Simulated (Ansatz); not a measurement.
# P (honeycomb bilayer): converging the G0W0 gap

Wanted: a G0W0 gap for P (honeycomb bilayer) that is converged in bands and cutoff, or an estimate of the limit.

Main program and level: Ansatz 0.2.0; G0W0 on PBE, plane waves, PAW; PAW set soft_1.

## (1) Set-up

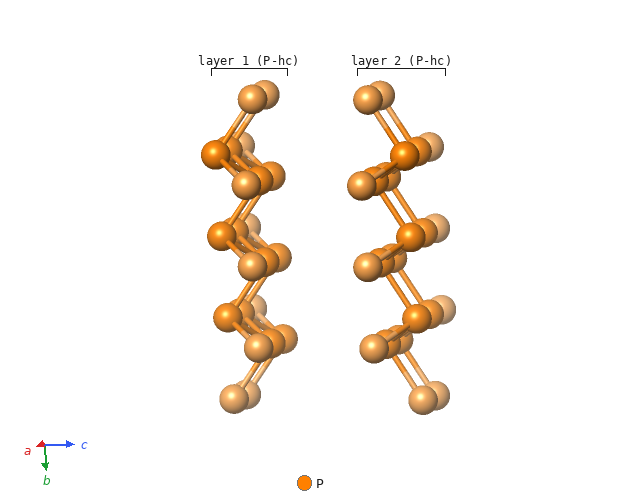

Start, viewed from the side, with the c axis across the page; phosphorus orange. 2×3×1 cells are drawn. Some periodic images of atoms are drawn too.

The cell holds 4 atoms: 4 P. Its edges and angles: a = 3.251 Å, b = 3.251 Å, c = 36.000 Å, α = 90.0°, β = 90.0°, γ = 120.0°. Regions: layer 1 (P-hc), 2 atoms (2 P); layer 2 (P-hc), 2 atoms (2 P). Vacuum lies along c.

Coordinates:

```cif
data_structure
_symmetry_space_group_name_H-M 'P 1'
_symmetry_Int_Tables_number 1
_cell_length_a 3.2509
_cell_length_b 3.2509
_cell_length_c 36.0000
_cell_angle_alpha 90.000
_cell_angle_beta 90.000
_cell_angle_gamma 120.000
_cell_volume 329.49
loop_
_atom_site_label
_atom_site_type_symbol
_atom_site_fract_x
_atom_site_fract_y
_atom_site_fract_z
_atom_site_occupancy
P1 P 0.33333 0.66667 0.44565 1
P2 P 0.66667 0.33333 0.41103 1
P3 P 0.66667 0.33333 0.58897 1
P4 P 0.33333 0.66667 0.55435 1
```

The structure was relaxed with PBE-D3(BJ). The runs that relaxed it are not among those shown. The Coulomb interaction is cut off across the vacuum.

## (2) 218 empty bands, screening to 44 eV

G0W0 replaces the xc potential by the self-energy, built once from these orbitals. Only a window of levels is corrected, while the sums run over the empty bands that the input names. This step takes PAW set soft_1 files.

input.yaml

```yaml
crystal:
  lattice:
    - [3.2508893006, 0.0, 0.0]
    - [-1.6254446503, 2.8153527192, 0.0]
    - [0.0, 0.0, 36.0]
  atoms:
    - { symbol: P, position: [0.3333333333, 0.6666666667, 0.4456512842] }
    - { symbol: P, position: [0.6666666667, 0.3333333333, 0.4110341865] }
    - { symbol: P, position: [0.6666666667, 0.3333333333, 0.5889658135] }
    - { symbol: P, position: [0.3333333333, 0.6666666667, 0.5543487158] }
  periodic: [true, true, false]
kpoints:
  mp_grid: { grid: [6, 6, 1] }
hamiltonian:
  xc: pbe
  pseudopotentials: { kind: paw, azcp: { folder: soft_1 } }
scf:
  occupations: { method: fixed }
gw:
  n_empty_bands: 218
  ecut_chi: 44
  qp_bands: [v2, c2]
  qp_kpoints: band_edges
  screening: { model: contour_deformation }
```

On the command line:

```bash
$ ansatz run input.yaml --threads 3 --pin off --max-ram 92160MiB --backend cuda --events-out ev --progress --plain --runs-dir out --devices 1 --max-vram 13GiB
```

Numbers of over 12 decimals in the logs are rounded to 6 here.

Output:

```text
GPUs: using 1 of 1 available (devices: 1).
Engine: ansatz 0.2.0, x86_64-unknown-linux-gnu
Pseudopotentials: kind: paw
Pseudopotential: P, paw, valence charge 5, recommended cutoff 420 eV (normal), soft_1/P.paw.azcp
Functional definition: PBE
  parameter kappa = 0.804
  parameter beta = 0.066725
  exchange = pbe_x(kappa = kappa, mu = beta*pi^2/3)
  correlation = pbe_c(beta = beta)
device memory: the entry about to start is reckoned to put 2.0 GiB on a device that reports 56.5 GiB free (of which the cap on the GPU budget leaves the run 13.0 GiB)
GPU FFT provider: cuFFT
GPU libraries: cuBLAS 13.8.2, cuFFT 12.4.0, cuSOLVER 12.3.4
Crystal: 4 atoms, lattice volume = 329.486 Å³
Basis set: ecut = 420 eV, 6541 PW (Γ)
Bands: 14, of which v1, the nominal top of the filled ones, is band 10 counted from 1 (9 counted from 0)
Symmetry: 12 space group operations
Space group: P-6m2 (ITA 187), of the structure as read, at distance tolerance 6.9e-5 Å
k-points: 7 of 36 (time reversal used)
Non-local potential: P, projectors of the file, l = 0: 2, l = 1: 2, l = 2: 1
PAW form: soft (Blöchl's): semilocal exchange-correlation on the pseudo side does not see the compensation charge
PAW one-centre angular grid: P, 110 points (default); XC on 64 Gauss nodes
Initial density: superposition of atomic densities (neutral atoms: chi_scale 0, normalization atom)
Initial wavefunctions: pseudopotential atomic-orbital guess
GPU buffer pool allocated for 139968 grid points (all kernels)
GPU transforms: local potential and band sums: pruned to the plane-wave sphere, on 24×24×243
Functional: x = pbe(κ = 0.804, μ = 0.219515), c = pbe(β = 0.066725)
SCF iter   1: F=—  HF=-3022.768084 eV  |F-HF|=—  |Δ(HF+E_count)|=         —  Δρ=1.88e-2  dr2=8.97e-1  ethr=3.10e-3  ⟨swp⟩=8.3  Hψ=785  notcnv=0  defer=12
preconditioner: auto → Resta (q_TF=auto, 1.710 Å⁻¹)  ε∞=2.1  [insulator: Δε(μ)=1.567 eV  Ē_g=8.909 eV  n_scr=18 (ndim 8)  ℏωp=9.1 eV  f_vac=0.691  ε∞_Penn≈2.1  vacuum switching on, ρ_ref=5.8e-3 e/Å³]
SCF iter   2: F=—  HF=-3022.587690 eV  |F-HF|=—  |Δ(HF+E_count)|=   1.80e-1  Δρ=9.80e-3  dr2=2.38e-1  ethr=3.10e-3  ⟨swp⟩=1.0  Hψ=154  notcnv=0  defer=13
SCF iter   3: F=—  HF=-3022.553964 eV  |F-HF|=—  |Δ(HF+E_count)|=   3.37e-2  Δρ=1.37e-3  dr2=9.29e-3  ethr=1.19e-3  ⟨swp⟩=2.7  Hψ=191  notcnv=0  defer=13
SCF iter   4: F=—  HF=-3022.553211 eV  |F-HF|=—  |Δ(HF+E_count)|=   7.53e-4  Δρ=7.62e-4  dr2=1.20e-2  ethr=4.64e-5  ⟨swp⟩=4.3  Hψ=271  notcnv=0  defer=14
SCF iter   5: F=—  HF=-3022.553483 eV  |F-HF|=—  |Δ(HF+E_count)|=   2.73e-4  Δρ=9.66e-4  dr2=7.11e-3  ethr=4.64e-5  ⟨swp⟩=3.3  Hψ=167  notcnv=0  defer=14
SCF iter   6: F=—  HF=-3022.551278 eV  |F-HF|=—  |Δ(HF+E_count)|=   2.21e-3  Δρ=2.02e-4  dr2=2.90e-4  ethr=3.56e-5  ⟨swp⟩=2.9  Hψ=178  notcnv=0  defer=14
SCF iter   7: F=—  HF=-3022.551232 eV  |F-HF|=—  |Δ(HF+E_count)|=   4.60e-5  Δρ=7.05e-5  dr2=2.59e-5  ethr=1.45e-6  ⟨swp⟩=4.3  Hψ=269  notcnv=0  defer=14
SCF iter   8: F=—  HF=-3022.551226 eV  |F-HF|=—  |Δ(HF+E_count)|=   6.02e-6  Δρ=3.80e-5  dr2=6.57e-6  ethr=1.29e-7  ⟨swp⟩=2.7  Hψ=174  notcnv=0  defer=14
SCF iter   9: F=—  HF=-3022.551224 eV  |F-HF|=—  |Δ(HF+E_count)|=   2.00e-6  Δρ=9.13e-6  dr2=3.11e-7  ethr=3.28e-8  ⟨swp⟩=3.3  Hψ=221  notcnv=0  defer=14
SCF iter  10: F=-3022.551224 eV  HF=-3022.551224 eV  |F-HF|=6.68e-9  |Δ(HF+E_count)|=   9.67e-8  Δρ=2.64e-6  dr2=2.15e-8  ethr=5.00e-10  ⟨swp⟩=12.1  Hψ=808  notcnv=0
SCF 1 converged in 10 iterations: F = -3022.551224 eV  dr2 = 2.15e-8
  greatest PAW one-centre occupation: 0.815 electrons in one spin orbital (limit 2), on the P atom at site 3 (counted from 0), in its partial waves of l = 0
device memory: the entry about to start is reckoned to put 2.7 GiB on a device that reports 54.6 GiB free (of which the cap on the GPU budget leaves the run 13.0 GiB)
NSCF: frozen V_eff on 7 k-points
the band table was solved once the SCF had ended and its energy, with any forces and stress, was formed, with the checks that follow a solve (976 applications of the Hamiltonian). They found nothing against the state; the energy, forces and stress were not computed again (output.eigenvalues in the input reference)
device memory: the entry about to start is reckoned to put 5.0 GiB on a device that reports 52.9 GiB free (of which the cap on the GPU budget leaves the run 13.0 GiB)
NSCF: frozen V_eff on 7 k-points
G₀W₀ screening: q 1/7
[... further progress lines ...]
SCF converged after 10 iterations
Free energy (F): -3022.551224 eV
Harris-Foulkes:  -3022.551224 eV  (|F-HF|=6.68e-9)
Internal energy: -3022.551224 eV  (E = F + TS)
E sigma→0 (E₀):  -3022.551224 eV
Fermi energy:    -5.871823 eV
--- Per-component energies (eV) ---
  E_band       = -227.830735
  E_kinetic    = 272.066022
  E_local      = -23663.919239  (includes V_loc(G=0)·N_el)
  E_nonlocal   = 130.808269
  E_hartree    = 11652.778657
  E_xc         = -289.709418
  E_vxc        = -241.470370  (∫ρ·V_xc dr)
  E_paw        = -2232.697100  (= ΣΔE_a)
  E_vpaw       = -30.875868  (= ΣTr[D̂ρ^β])
  E_aug_tail   = -0.000001  (compensation charges beyond the density's cutoff)
  E_ewald      = 11108.121587
  E_smearing   = -0.000000  (= −TS)
  E_closure    = 0.000000  (closes the sum)
  Σ components = -3022.551224   (vs F -3022.551224, Δ=0.00e0)
--- Band table (eV; the first three rows and the last of 7) ---
  k-point 0: bands = [... 6 lower, -6.1938, -6.1834, -6.1834, -6.1602, -2.1776, -2.1776, -2.1724, -2.1475]
  k-point 1: bands = [... 6 lower, -7.0063, -6.9946, -6.8176, -5.9557, -3.2026, -3.1176, -1.2135, -1.1596]
  k-point 2: bands = [... 6 lower, -8.0277, -8.0152, -6.6848, -6.2141, -4.3544, -4.0616, -2.2798, -1.8145]
  k-point 6: bands = [... 6 lower, -8.1700, -7.9464, -7.8751, -7.6836, -4.2165, -3.9110, -1.0286, -0.9480]
--- G₀W₀: contour deformation, 6 samples at zero and on the imaginary axis and 1 off it, 36 q-points, 218 empty bands' worth ---
  eigenvalues of the whole cell's RPA ε∞ on this k-mesh (on a slab, of 1 + 4πα/V) = 1.2021, 4.2483, 4.2483; static W/v taken at q = 0 is 0.414080
  gw.qp_kpoints: band_edges: 6 of 7 stored k-points solved, in 1 pass; an edge of the gap read off the rows below is read off those points alone
    valence top: of the k-points left out ik 5 came nearest to being solved in a further pass, in band 9 (counted from 1, as in the quasiparticle table): it holds the edge there only if its correction is more favourable than any solved in that band by at least 1.064 eV; those differ by 0.445 eV
    conduction bottom: of the k-points left out ik 5 came nearest to being solved in a further pass, in band 11 (counted from 1, as in the quasiparticle table): it holds the edge there only if its correction is more favourable than any solved in that band by at least 0.939 eV; those differ by 0.352 eV
    ik  band        ε_KS         Σx   Σc(E_QP)       V_xc       Z   E_QP_lin       E_QP  E_QP is
     0     9     -6.1834   -16.7599     1.5736   -15.1590  0.7514    -6.2107    -6.2107  root
     0    10     -6.1602   -14.4327     1.8508   -12.1942  0.7331    -6.5515    -6.5478  root
     0    11     -2.1776    -8.7859    -4.1503   -13.8800  0.7271    -1.2161    -1.2338  root
     0    12     -2.1776    -8.7859    -4.1503   -13.8800  0.7271    -1.2161    -1.2338  root
     1     9     -6.8176   -14.0920     2.0774   -11.5429  0.7192    -7.3007    -7.2895  root
     1    10     -5.9557   -14.7100     1.7440   -12.6277  0.7362    -6.2963    -6.2938  root
     1    11     -3.2026    -8.7685    -3.7589   -13.3720  0.7459    -2.3430    -2.3579  root
     1    12     -3.1176    -8.7188    -3.8134   -13.3910  0.7441    -2.2438    -2.2589  root
     2     9     -6.6848   -15.3828     2.0139   -13.0353  0.7238    -7.0217    -7.0184  root
     2    10     -6.2141   -15.6846     1.7314   -13.7236  0.7330    -6.4448    -6.4437  root
     2    11     -4.3544    -7.9999    -3.3676   -12.0289  0.7607    -3.6850    -3.6931  root
     2    12     -4.0616    -8.2313    -3.4607   -12.4100  0.7567    -3.3326    -3.3437  root
     3     9     -7.7313   -15.2089     2.2267   -12.6413  0.7115    -8.0777    -8.0722  root
     3    10     -7.4053   -15.3501     2.0494   -13.0145  0.7166    -7.6953    -7.6914  root
     3    11     -4.1823    -7.9267    -3.5961   -12.2478  0.7606    -3.4464    -3.4572  root
     3    12     -4.0687    -7.9258    -3.6497   -12.3226  0.7593    -3.3095    -3.3216  root
     4     9     -6.5154   -14.8632     1.9559   -12.5279  0.7270    -6.8989    -6.8947  root
     4    10     -5.8718   -15.4792     1.7182   -13.5041  0.7366    -6.1300    -6.1287  root
     4    11     -2.7979    -8.1498    -3.5958   -12.4472  0.7507    -2.0834    -2.0963  root
     4    12     -2.4215    -8.2804    -3.7799   -12.8277  0.7446    -1.6316    -1.6541  root
     6     9     -7.8751   -16.2722     2.5015   -13.4899  0.6982    -8.1587    -8.1557  root
     6    10     -7.6836   -16.3039     2.3593   -13.6953  0.7116    -7.9348    -7.9329  root
     6    11     -4.2165    -7.0878    -3.3009   -10.9800  0.7560    -3.6186    -3.6252  root
     6    12     -3.9110    -7.3532    -3.4176   -11.4238  0.7508    -3.2489    -3.2581  root
```

Elapsed: 13 s, on 1 × NVIDIA H100 80GB HBM3 (shared by 6 runs) with 3 threads of AMD EPYC 7R13 (Zen 3), shared host; peak memory 1.3 GiB; 14 s of CPU time.

Numbers from this step:

* bands summed: 228
* plane waves in the screening matrix: 213
* q-points in the mesh: 36
* G0W0 gap on the mesh: 2.436 eV
* k of the valence top: 0.1667, 0.1667, 0
* k of the conduction bottom: 0, 0.3333, 0
* starting gap on the mesh: 1.517 eV
* Z at the valence top: 0.7366
* Z at the conduction bottom: 0.7607
* least direct G0W0 gap on the computed points: 2.751 eV

The gap on the mesh goes from 1.52 eV to 2.44 eV, a correction of +0.92 eV. Between the two edge states, bare exchange in place of the xc potential would open the gap by 6.00 eV, and correlation takes back 5.09 eV.

## (3) 535 empty bands, screening to 80 eV

Bands and screening cutoff are moved together, since each hides the error of the other.

Changes to input.yaml since step 2:

```diff
@@ -18,5 +18,6 @@
   occupations: { method: fixed }
+  convergence: { dr2_threshold: 1.0e-10 }
 gw:
-  n_empty_bands: 218
-  ecut_chi: 44
+  n_empty_bands: 535
+  ecut_chi: 80.0
   qp_bands: [v2, c2]
```

Output:

```text
GPUs: using 1 of 1 available (devices: 1).
[...]
GPU FFT provider: cuFFT
GPU libraries: cuBLAS 13.8.2, cuFFT 12.4.0, cuSOLVER 12.3.4
Crystal: 4 atoms, lattice volume = 329.486 Å³
Basis set: ecut = 420 eV, 6541 PW (Γ)
Bands: 14, of which v1, the nominal top of the filled ones, is band 10 counted from 1 (9 counted from 0)
[... 1 set-up line as in the run before ...]
[...]
k-points: 7 of 36 (time reversal used)
[...]
GPU buffer pool allocated for 139968 grid points (all kernels)
[...]
SCF iter   1: F=—  HF=-3022.768084 eV  |F-HF|=—  |Δ(HF+E_count)|=         —  Δρ=1.88e-2  dr2=8.97e-1  ethr=3.10e-3  ⟨swp⟩=8.3  Hψ=785  notcnv=0  defer=12
[...]
SCF iter  12: F=-3022.551224 eV  HF=-3022.551224 eV  |F-HF|=1.27e-11  |Δ(HF+E_count)|=  4.59e-10  Δρ=1.09e-7  dr2=4.42e-11  ethr=1.00e-12  ⟨swp⟩=12.9  Hψ=842  notcnv=0
SCF 1 converged in 12 iterations: F = -3022.551224 eV  dr2 = 4.42e-11
[...]
NSCF: frozen V_eff on 7 k-points
[...]
WARN: eigensolver did not converge (k=0): 2 band(s) unlocked after 6 eigensolves, warm-restarted (20 sweeps on the last) at ethr=1.01e-11 eV (storage-precision floor; scheduled 1.00e-12 eV) (lowest unlocked band 548, counted from 0; max residual 9.86e-4 eV among the unlocked bands, 9.86e-4 eV over every band; other slots of this pass that fall short are told together in one closing line; warning suppressed until the next SCF loop or pass starts)
G₀W₀ screening: q 1/7
[... further progress lines ...]
SCF converged after 12 iterations
Free energy (F): -3022.551224 eV
[...]
k-point 6: bands = [... 6 lower, -8.1702, -7.9466, -7.8753, -7.6838, -4.2167, -3.9112, -1.0287, -0.9482]
[...]
band pass: the eigensolver left bands unlocked in 1 slot; of largest residual, k=0: 1 band unlocked, the lowest band 549 (counted from 1), max residual 3.19e-4 eV over all its bands; `*` marks the rows of those k-points, and any row can be off: every row's sums read bands of every k-point
[...]
0     9     -6.1836   -16.7599     1.1998   -15.1590  0.7454    -6.5874    -6.5847  root *
     0    10     -6.1604   -14.4327     1.5998   -12.1943  0.7280    -6.8098    -6.7990  root *
     0    11     -2.1778    -8.7859    -4.4346   -13.8800  0.7220    -1.5095    -1.5183  root *
     0    12     -2.1778    -8.7859    -4.4346   -13.8800  0.7220    -1.5095    -1.5183  root *
     1     9     -6.8178   -14.0921     1.8560   -11.5429  0.7151    -7.5285    -7.5110  root
     1    10     -5.9559   -14.7100     1.4729   -12.6278  0.7308    -6.5736    -6.5651  root
     1    11     -3.2027    -8.7685    -4.0145   -13.3720  0.7409    -2.6061    -2.6137  root
     1    12     -3.1178    -8.7188    -4.0699   -13.3910  0.7393    -2.5080    -2.5156  root
     2     9     -6.6850   -15.3829     1.7428   -13.0353  0.7186    -7.3028    -7.2898  root
     2    10     -6.2143   -15.6846     1.4283   -13.7236  0.7270    -6.7534    -6.7470  root
     2    11     -4.3546    -7.9999    -3.5688   -12.0289  0.7566    -3.8907    -3.8944  root
     2    12     -4.0618    -8.2313    -3.6794   -12.4100  0.7525    -3.5576    -3.5625  root
[...]
6     9     -7.8753   -16.2722     2.2252   -13.4900  0.6941    -8.4399    -8.4324  root
     6    10     -7.6838   -16.3039     2.0786   -13.6953  0.7067    -8.2254    -8.2138  root
     6    11     -4.2167    -7.0878    -3.4701   -10.9801  0.7528    -3.7914    -3.7945  root
     6    12     -3.9112    -7.3532    -3.6000   -11.4238  0.7474    -3.4362    -3.4407  root
[key lines of the parts left out:]
Fermi energy:    -5.872019 eV
```

Run time: 24 s. Hardware: 1 × NVIDIA H100 80GB HBM3 (shared by 6 runs) with 3 threads; peak memory 1.8 GiB; 26 s of CPU time.

Numbers from this step:

| Property | Result |
| --- | --- |
| bands summed | 545 |
| plane waves in the screening matrix | 563 |
| q-points in the mesh | 36 |
| G0W0 gap on the mesh | 2.539 eV |
| k of the valence top | 0.1667, 0.1667, 0 |
| k of the conduction bottom | 0, 0.3333, 0 |
| starting gap on the mesh | 1.517 eV |
| Z at the valence top | 0.7306 |
| Z at the conduction bottom | 0.7566 |
| least direct G0W0 gap on the computed points | 2.853 eV |

Against the run with 6×6×1 mesh, 218 empty bands, screening to 44 eV, PAW set soft_1 files, the gap moves by +0.10 eV.

## (4) Side by side

Times are wall times on 1 × NVIDIA H100 80GB HBM3 (shared by 6 runs) with 3 threads of AMD EPYC 7R13 (Zen 3), shared host, good to a factor of about two.

| mesh | files | frequency | bands summed | cutoff (eV) | start (eV) | G0W0 (eV) | time | host memory (GiB) |
| --- | --- | --- | --- | --- | --- | --- | --- | --- |
| 6×6×1 | PAW set soft_1 | contour deformation | 228 | 44 | 1.517 | 2.436 | 13 s | 1.3 |
| 6×6×1 | PAW set soft_1 | contour deformation | 545 | 80 | 1.517 | 2.539 | 24 s | 1.8 |

How the two edges are built up, in eV (the quasiparticle level is the starting level plus Σx plus Σc less Vxc):

```
      run               edge  start      Σx     Σc     Vxc     Z     QP
228 bands        valence top  -5.87  -15.48   1.72  -13.50  0.74  -6.13
228 bands  conduction bottom  -4.35   -8.00  -3.37  -12.03  0.76  -3.69
545 bands        valence top  -5.87  -15.48   1.41  -13.50  0.73  -6.43
545 bands  conduction bottom  -4.35   -8.00  -3.57  -12.03  0.76  -3.89
```

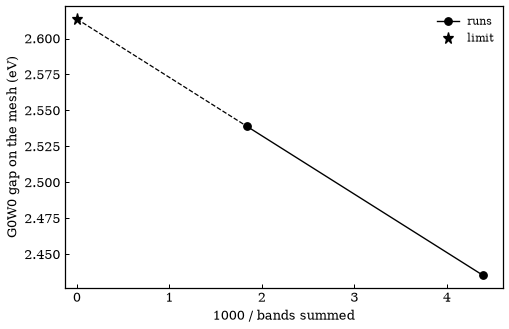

The gap against one over the number of bands; the dashed line carries the two highest rungs to the limit.

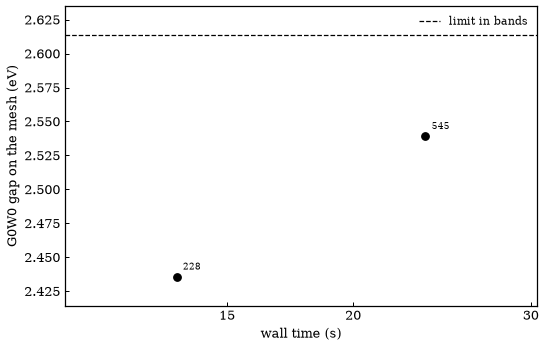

Result against wall time.

## (5) Outcome

| Property | Result |
| --- | --- |
| 228 bands, 44 eV | 2.436 eV |
| 545 bands, 80 eV | 2.539 eV |
| estimated limit in bands and cutoff | 2.61 eV |
| mesh and start | 6×6×1, PBE |

What this shows: A line in one over the bands through the two rungs gives 2.61 eV, +0.07 eV from the top rung; with two points alone it is an unchecked estimate. The rungs stand 0.18 eV (228 bands) and 0.07 eV (545 bands) from it. From 228 to 545 bands the gap moves by +0.10 eV. Σc changes by −0.30 eV at the valence top and −0.20 eV at the conduction bottom, so the levels themselves move more than the gap between them. The 6×6×1 mesh misses a band edge: over a band path and its finer mesh (run apart) the PBE gap is 1.49 eV, so the G0W0 gap over the zone may lie about 0.03 eV below its value on the mesh. The mesh in the plane is coarse for a sheet; gap and any exciton binding can still move on denser ones.

[Paths, hosts, dates, memory and timing lines, banners, echoed tables and standing remarks are left out of the program output.]

[Logs are printed without paths, hosts, clocks, repeated set-up lines and the standing remarks that a program may print on its own settings, such as how far it seeks lower states.]

[Runs of the session that timed out or met a known fault of the program may be left out.]

[Cells called generated may have been cut or substituted from an entry of the Crystallography Open Database or the Materials Project.]

[Hosts, paths, dates, database ids (printed as entryN), source tags and the programs' standing remarks are cut or masked in the printed files.]
